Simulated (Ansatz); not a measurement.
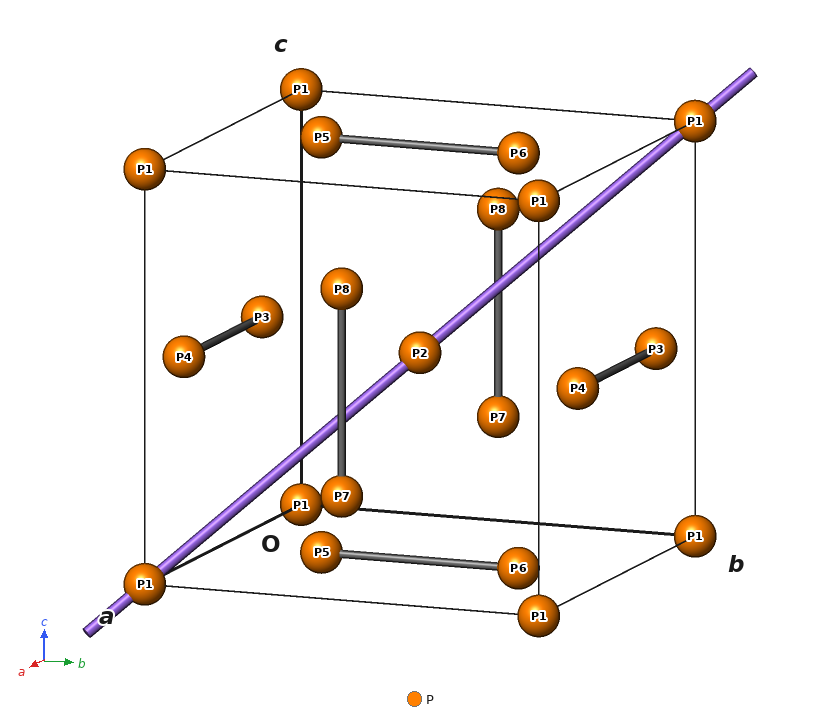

Crystal: P, the input geometry of an electronic-structure calculation (not necessarily at equilibrium); the starting structure was generated, so it need not be a known form of this composition. The coloured rod is the axis of a symmetry operation of the crystal. All values are computed from the atomic coordinates in the standard setting (tolerance 0.002 Å).

a = 4.918 Å, b = 4.918 Å, c = 4.918 Å, α = 90.00°, β = 90.00°, γ = 90.00°.

```
atom       x       y       z
  P1  0.0000  0.0000  0.0000
  P2  0.5000  0.5000  0.5000
  P3  0.2500  0.0000  0.5000
  P4  0.7500  0.0000  0.5000
  P5  0.5000  0.2500  0.0000
  P6  0.5000  0.7500  0.0000
  P7  0.0000  0.5000  0.2500
  P8  0.0000  0.5000  0.7500
```

Take the operation x, y, z → −z+1, −x+1, y.

**What kind of operation is it, and where does it lie?**

It is a 3-fold rotation, about the line along [−1 1 1] through (1/2, 1/2, 1/2).

**Onto which atom does it carry each atom (up to whole multiples of a, b and c)?**

P1 → P1, P2 → P2, P3 → P6, P4 → P5, P5 → P7, P6 → P8, P7 → P4, P8 → P3.

**What is the crystal's space group?**

No. 223, Pm-3n.
